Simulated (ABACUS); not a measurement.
## Run report: BeTe, band-structure run (part 2 of 3)

The same run, continued: BeTe (2 atoms in the cell); Kohn-Sham DFT of a periodic cell, PBE, spin-orbit coupling, PseudoDojo NC FR 0.4 PBE standard, no spin polarisation (ABACUS 3.10.1); cutoff 1360.57 eV, 5×5×5 k-mesh, fermi-dirac of 0.05 eV. The structure derives from an entry of the Crystallography Open Database.

Geometry of the input (Å; fractional positions):
```
0.0000  2.7700  2.7700
2.7700  0.0000  2.7700
2.7700  2.7700  0.0000
Te 0.7500  0.7500  0.7500
Be 0.0000  0.0000  0.0000
```

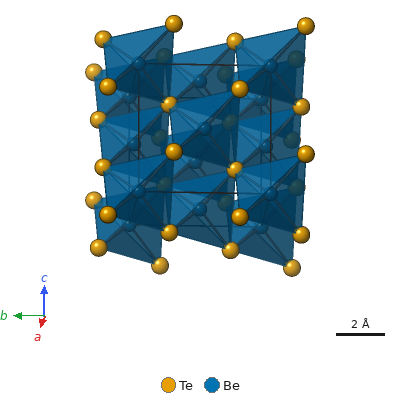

*The structure as given in the input (polyhedral view of the cell 4 times as large as that of the calculation, set on its symmetry axes, seen at an oblique angle; polyhedra are completed across the faces of the cell).*

Output, continued:
```
----------------------------------------------------------
 E_KohnSham     -237.5528774322      -3232.0727093738
 E_Harris       -237.5529040052      -3232.0730709181
 E_Fermi        0.7147575240         9.7247750147
----------------------------------------------------------

 LCAO ALGORITHM --------------- ION=   1  ELEC=  10--------------------------------
total magnetism (Bohr mag/cell)	4.09403e-16	1.08543e-16	1.93733e-16
       absolute magnetism (Bohr mag/cell) = 1.81615e-15

 Density error is 9.36128361768e-08
----------------------------------------------------------
     Energy           Rydberg                 eV
----------------------------------------------------------
 E_KohnSham     -237.5528774322      -3232.0727093738
 E_KS(sigma->0) -237.5528774322      -3232.0727093735
 E_Harris       -237.5528739090      -3232.0726614375
 E_band         -32.0363166930       -435.8764499568
 E_one_elec     -113.4177564437      -1543.1277420101
 E_Hartree      58.9080826815        801.4855827232
 E_xc           -54.1178409524       -736.3110004098
 E_Ewald        -128.9253627176      -1754.1195496764
 E_entropy(-TS) -0.0000000001        -0.0000000007
 E_descf        0.0000000000         0.0000000000
 E_exx          0.0000000000         0.0000000000
 E_Fermi        0.7147571237         9.7247695689
----------------------------------------------------------

 charge density convergence is achieved
 final etot is -3232.0727094 eV
 EFERMI = 9.7247695689 eV

 STATE ENERGY(eV) AND OCCUPATIONS    NSPIN == 4
 1/125 kpoint (Cartesian) = 0.0000 0.0000 0.0000 (1231 pws)
       1       -92.0603     0.00800000
       2       -92.0603     0.00800000
       3       -28.7524     0.00800000
       4       -28.7524     0.00800000
       5       -28.7524     0.00800000
       6       -28.7524     0.00800000
       7       -27.2997     0.00800000
       8       -27.2997     0.00800000
       9       -27.2865     0.00800000
      10       -27.2865     0.00800000
      11       -27.2865     0.00800000
      12       -27.2865     0.00800000
      13       -4.18970     0.00800000
      14       -4.18970     0.00800000
      15        7.86136     0.00800000
      16        7.86136     0.00800000
      17        8.81390     0.00800000
      18        8.81390     0.00800000
      19        8.81390     0.00800000
      20        8.81390     0.00800000
      21        12.0221    8.88733e-23
      22        12.0221    8.88733e-23
      23        12.1124    1.46071e-23
      24        12.1124    1.46071e-23
      25        12.1124    1.46071e-23
      26        12.1124    1.46071e-23
      27        12.8813    3.06232e-30
      28        12.8813    3.06232e-30
      29        18.1747    3.21749e-76
      30        18.1747    3.21749e-76
      31        19.6535    4.60900e-89
      32        19.6535    4.60900e-89
      33        19.6535    4.60900e-89
      34        19.6535    4.60900e-89
      35        22.2719        0.00000
      36        22.2719        0.00000
      37        22.3550        0.00000
      38        22.3550        0.00000
      39        22.3550        0.00000
      40        22.3550        0.00000

 2/125 kpoint (Cartesian) = -0.036101 0.036101 0.036101 (1207 pws)
       1       -92.0603     0.00800000
       2       -92.0603     0.00800000
       3       -28.7523     0.00800000
       4       -28.7517     0.00800000
       5       -28.7511     0.00800000
       6       -28.7511     0.00800000
       7       -27.2987     0.00800000
       8       -27.2987     0.00800000
       9       -27.2867     0.00800000
      10       -27.2867     0.00800000
      11       -27.2854     0.00800000
      12       -27.2851     0.00800000
      13       -3.79362     0.00800000
      14       -3.79362     0.00800000
      15        5.74561     0.00800000
      16        5.74561     0.00800000
      17        7.70449     0.00800000
      18        7.70449     0.00800000
      19        8.21629     0.00800000
      20        8.21771     0.00800000
      21        12.0587    4.27550e-23
      22        12.0587    4.27550e-23
      23        12.8063    1.37060e-29
      24        12.8063    1.37060e-29
      25        12.9265    1.23959e-30
      26        12.9411    9.25101e-31
      27        15.4489    1.52736e-52
      28        15.4489    1.52736e-52
      29        18.7321    4.63833e-81
      30        18.7510    3.17610e-81
      31        18.7510    3.17610e-81
      32        18.8141    8.99884e-82
      33        19.1467    1.16250e-84
      34        19.1467    1.16250e-84
      35        23.5702        0.00000
      36        23.5702        0.00000
      37        26.5436        0.00000
      38        26.6110        0.00000
      39        26.6110        0.00000
      40        26.6317        0.00000

 3/125 kpoint (Cartesian) = -0.072202 0.072202 0.072202 (1206 pws)
       1       -92.0603     0.00800000
       2       -92.0603     0.00800000
       3       -28.7518     0.00800000
       4       -28.7515     0.00800000
       5       -28.7491     0.00800000
       6       -28.7491     0.00800000
       7       -27.2968     0.00800000
       8       -27.2968     0.00800000
       9       -27.2867     0.00800000
      10       -27.2867     0.00800000
      11       -27.2832     0.00800000
      12       -27.2830     0.00800000
      13       -2.91261     0.00800000
      14       -2.91261     0.00800000
      15        3.00701     0.00800000
      16        3.00701     0.00800000
      17        7.08792     0.00800000
      18        7.08792     0.00800000
      19        7.59812     0.00800000
      20        7.59894     0.00800000
      21        11.7725    1.30936e-20
      22        11.7725    1.30936e-20
      23        13.1627    1.10060e-32
      24        13.1627    1.10060e-32
      25        13.2535    1.78929e-33
      26        13.2604    1.55852e-33
      27        18.1626    4.10084e-76
      28        18.1626    4.10084e-76
      29        20.0710        0.00000
      30        20.0710        0.00000
      31        20.4183        0.00000
      32        20.4183        0.00000
      33        20.4456        0.00000
      34        20.5119        0.00000
      35        23.7422        0.00000
      36        23.7422        0.00000
      37        25.1138        0.00000
      38        25.1138        0.00000
      39        25.2793        0.00000
      40        25.3445        0.00000

 4/125 kpoint (Cartesian) = -0.10830 0.10830 0.10830 (1203 pws)
       1       -92.0603     0.00800000
       2       -92.0603     0.00800000
       3       -28.7518     0.00800000
       4       -28.7515     0.00800000
       5       -28.7491     0.00800000
       6       -28.7491     0.00800000
       7       -27.2968     0.00800000
       8       -27.2968     0.00800000
       9       -27.2867     0.00800000
      10       -27.2867     0.00800000
      11       -27.2832     0.00800000
      12       -27.2830     0.00800000
      13       -2.91261     0.00800000
      14       -2.91261     0.00800000
      15        3.00701     0.00800000
      16        3.00701     0.00800000
      17        7.08792     0.00800000
      18        7.08792     0.00800000
      19        7.59812     0.00800000
      20        7.59894     0.00800000
      21        11.7725    1.30936e-20
      22        11.7725    1.30936e-20
      23        13.1627    1.10060e-32
      24        13.1627    1.10060e-32
      25        13.2535    1.78929e-33
      26        13.2604    1.55852e-33
      27        18.1626    4.10084e-76
      28        18.1626    4.10084e-76
      29        20.0710        0.00000
      30        20.0710        0.00000
      31        20.4183        0.00000
      32        20.4183        0.00000
      33        20.4456        0.00000
      34        20.5119        0.00000
      35        23.7422        0.00000
      36        23.7422        0.00000
      37        25.1138        0.00000
      38        25.1138        0.00000
      39        25.2793        0.00000
      40        25.3445        0.00000

 5/125 kpoint (Cartesian) = -0.14440 0.14440 0.14440 (1184 pws)
       1       -92.0603     0.00800000
       2       -92.0603     0.00800000
       3       -28.7523     0.00800000
       4       -28.7517     0.00800000
       5       -28.7511     0.00800000
       6       -28.7511     0.00800000
       7       -27.2987     0.00800000
       8       -27.2987     0.00800000
       9       -27.2867     0.00800000
      10       -27.2867     0.00800000
      11       -27.2854     0.00800000
      12       -27.2851     0.00800000
      13       -3.79362     0.00800000
      14       -3.79362     0.00800000
      15        5.74561     0.00800000
      16        5.74561     0.00800000
      17        7.70449     0.00800000
      18        7.70449     0.00800000
      19        8.21629     0.00800000
      20        8.21771     0.00800000
      21        12.0587    4.27550e-23
      22        12.0587    4.27550e-23
      23        12.8063    1.37060e-29
      24        12.8063    1.37060e-29
      25        12.9265    1.23959e-30
      26        12.9411    9.25101e-31
      27        15.4489    1.52736e-52
      28        15.4489    1.52736e-52
      29        18.7321    4.63833e-81
      30        18.7510    3.17610e-81
      31        18.7510    3.17610e-81
      32        18.8141    8.99884e-82
      33        19.1467    1.16250e-84
      34        19.1467    1.16250e-84
      35        23.5702        0.00000
      36        23.5702        0.00000
      37        26.5436        0.00000
      38        26.6110        0.00000
      39        26.6110        0.00000
      40        26.6317        0.00000

 6/125 kpoint (Cartesian) = 0.036101 -0.036101 0.036101 (1211 pws)
       1       -92.0603     0.00800000
       2       -92.0603     0.00800000
       3       -28.7523     0.00800000
       4       -28.7517     0.00800000
       5       -28.7511     0.00800000
       6       -28.7511     0.00800000
       7       -27.2987     0.00800000
       8       -27.2987     0.00800000
       9       -27.2867     0.00800000
      10       -27.2867     0.00800000
      11       -27.2854     0.00800000
      12       -27.2851     0.00800000
      13       -3.79362     0.00800000
      14       -3.79362     0.00800000
      15        5.74561     0.00800000
      16        5.74561     0.00800000
      17        7.70449     0.00800000
      18        7.70449     0.00800000
      19        8.21629     0.00800000
      20        8.21771     0.00800000
      21        12.0587    4.27550e-23
      22        12.0587    4.27550e-23
      23        12.8063    1.37060e-29
      24        12.8063    1.37060e-29
      25        12.9265    1.23959e-30
      26        12.9411    9.25101e-31
      27        15.4489    1.52736e-52
      28        15.4489    1.52736e-52
      29        18.7321    4.63833e-81
      30        18.7510    3.17610e-81
      31        18.7510    3.17610e-81
      32        18.8141    8.99884e-82
      33        19.1467    1.16250e-84
      34        19.1467    1.16250e-84
      35        23.5702        0.00000
      36        23.5702        0.00000
      37        26.5436        0.00000
      38        26.6110        0.00000
      39        26.6110        0.00000
      40        26.6317        0.00000

[... levels at 119 further k points ...]

-------------------------------------------------------------------------------------------
       Total Magnetism (uB)                    x                    y                    z
-------------------------------------------------------------------------------------------
                        Te1         0.0000000000         0.0000000000         0.0000000000
                        Be1         0.0000000000         0.0000000000         0.0000000000
-------------------------------------------------------------------------------------------

-------------------------------------------------------------------------------------------
       Total Magnetism (uB)       Magnitude (uB)       Polar (degree)     Azimuth (degree)
-------------------------------------------------------------------------------------------
                        Te1         0.0000000000                 -nan         0.0000000000
                        Be1         0.0000000000                 -nan         0.0000000000
-------------------------------------------------------------------------------------------

 correction force for each atom along direction 1 is 1.46510e-14
 correction force for each atom along direction 2 is -4.60564e-15
 correction force for each atom along direction 3 is 2.31960e-14
------------------------------------------------------------------------------------------
 TOTAL-FORCE (eV/Angstrom)
------------------------------------------------------------------------------------------
                       Te1         0.0000000000         0.0000000000         0.0000000000
                       Be1         0.0000000000         0.0000000000         0.0000000000
------------------------------------------------------------------------------------------

----------------------------------------------------------------
 TOTAL-STRESS (KBAR)
----------------------------------------------------------------
        62.3498290013        -0.0000000001        -0.0000000000
        -0.0000000001        62.3498289995        -0.0000000000
        -0.0000000000        -0.0000000000        62.3498289998
----------------------------------------------------------------
 TOTAL-PRESSURE: 62.349829 KBAR

 --------------------------------------------
 !FINAL_ETOT_IS -3232.0727093738260010 eV
 --------------------------------------------
```

Standard output:
```
ABACUS v3.10.1,Total thread number: 4,Local thread limit: 192

               Atomic-orbital Based Ab-initio Computation at UStc

%%%%%%%%%%%%%%%%%%%%%%%%%%%%%%%%%%%%%%%%%%%%%%%%%%%%%%%%%%%%%%%%%%%%%%%%%%%%%%%%%%%%%%%%%%%%%%%%%%%%%%%%%
 Warning: the number of valence electrons in pseudopotential > 6 for Te: [Kr] 4d10 5s2 5p4
 Warning: the number of valence electrons in pseudopotential > 2 for Be: [He] 2s2
 Pseudopotentials with additional electrons can yield (more) accurate outcomes, but may be less efficient.
 If you're confident that your chosen pseudopotential is appropriate, you can safely ignore this warning.
%%%%%%%%%%%%%%%%%%%%%%%%%%%%%%%%%%%%%%%%%%%%%%%%%%%%%%%%%%%%%%%%%%%%%%%%%%%%%%%%%%%%%%%%%%%%%%%%%%%%%%%%%

 UNIFORM GRID DIM        : 48 * 48 * 48
 UNIFORM GRID DIM(BIG)   : 12 * 12 * 12
 ---------------------------------------------------------
 Self-consistent calculations for electrons
 ---------------------------------------------------------
 SPIN    KPOINTS         PROCESSORS  THREADS     NBASE
 4       125             4           4           48
 ---------------------------------------------------------
 Use Systematically Improvable Atomic bases
 ---------------------------------------------------------
 ELEMENT ORBITALS        NBASE       NATOM       XC
 Te      2s2p2d-8au      18          1
 Be      3s1p-7au        6           1
 ---------------------------------------------------------
 Initial plane wave basis and FFT box
 ---------------------------------------------------------
 -------------------------------------------
 SELF-CONSISTENT :
 -------------------------------------------
 START CHARGE      : atomic
 ITER     TMAGX      TMAGY      TMAGZ       AMAG        ETOT/eV          EDIFF/eV         DRHO     TIME/s
 GE1      5.53e-17   2.09e-16   2.02e-16   1.76e-15  -3.23208348e+03   0.00000000e+00   4.0111e-02   0.72
 GE2     -5.67e-18   1.06e-16  -8.69e-16   2.18e-15  -3.23206479e+03   1.86858903e-02   2.2981e-02   0.78
 GE3      1.14e-17   2.94e-16  -1.05e-15   2.05e-15  -3.23207202e+03  -7.22833350e-03   4.5636e-03   1.07
 GE4     -4.29e-17  -1.06e-16  -1.39e-15   2.09e-15  -3.23207270e+03  -6.79463782e-04   7.8285e-04   1.03
 GE5     -1.14e-16   1.32e-16   1.00e-16   1.53e-15  -3.23207271e+03  -6.74734827e-06   1.7427e-04   0.99
 GE6     -1.16e-16  -5.87e-17   8.47e-16   2.08e-15  -3.23207271e+03  -6.18377152e-07   6.4661e-05   1.10
 GE7      2.25e-16   6.64e-17   1.58e-16   1.87e-15  -3.23207271e+03  -8.62168465e-08   1.1763e-05   0.75
 GE8      2.45e-17   9.74e-17  -5.44e-16   1.84e-15  -3.23207271e+03  -4.27377740e-09   1.4766e-06   0.92
 GE9      5.94e-17  -2.30e-16   7.83e-16   2.03e-15  -3.23207271e+03  -1.10982095e-10   4.9808e-07   0.71
 GE10     4.09e-16   1.09e-16   1.94e-16   1.82e-15  -3.23207271e+03   3.86697195e-13   9.3613e-08   0.77
----------------------------------------------------------------
 TOTAL-STRESS (KBAR)
----------------------------------------------------------------
        62.3498290013        -0.0000000001        -0.0000000000
        -0.0000000001        62.3498289995        -0.0000000000
        -0.0000000000        -0.0000000000        62.3498289998
----------------------------------------------------------------
 TOTAL-PRESSURE: 62.349829 KBAR
```

File mulliken.txt:
```
 0
CALCULATE THE MULLIkEN ANALYSIS FOR EACH ATOM
 Total charge:	20
Decomposed Mulliken populations
0                             Zeta of Te              Spin 1              Spin 2              Spin 3              Spin 4
s                                      0              1.8467              0.0000              0.0000              0.0000
s                                      1              0.0172              0.0000              0.0000              0.0000
SUM OVER M+Zeta                                       1.8639              0.0000              0.0000              0.0000

pz                                     0              1.4422              0.0000              0.0000              0.0000
px                                     0              1.4422              0.0000              0.0000              0.0000
py                                     0              1.4422              0.0000              0.0000              0.0000
SUM OVER M                                            4.3267              0.0000              0.0000              0.0000
pz                                     1             -0.0087              0.0000              0.0000              0.0000
px                                     1             -0.0087              0.0000              0.0000              0.0000
py                                     1             -0.0087              0.0000              0.0000              0.0000
SUM OVER M                                           -0.0260              0.0000              0.0000              0.0000
SUM OVER M+Zeta                                       4.3007              0.0000              0.0000              0.0000

dz^2                                   0              2.0000              0.0000              0.0000              0.0000
dxz                                    0              1.9997              0.0000              0.0000              0.0000
dyz                                    0              1.9997              0.0000              0.0000              0.0000
dx^2-y^2                               0              2.0000              0.0000              0.0000              0.0000
dxy                                    0              1.9997              0.0000              0.0000              0.0000
SUM OVER M                                            9.9991              0.0000              0.0000              0.0000
dz^2                                   1              0.0202              0.0000              0.0000              0.0000
dxz                                    1              0.0341              0.0000              0.0000              0.0000
dyz                                    1              0.0341              0.0000              0.0000              0.0000
dx^2-y^2                               1              0.0202              0.0000              0.0000              0.0000
dxy                                    1              0.0341              0.0000              0.0000              0.0000
SUM OVER M                                            0.1426              0.0000              0.0000              0.0000
SUM OVER M+Zeta                                      10.1418              0.0000              0.0000              0.0000

SUM OVER M+Zeta+L                                    16.3063              0.0000              0.0000              0.0000
```
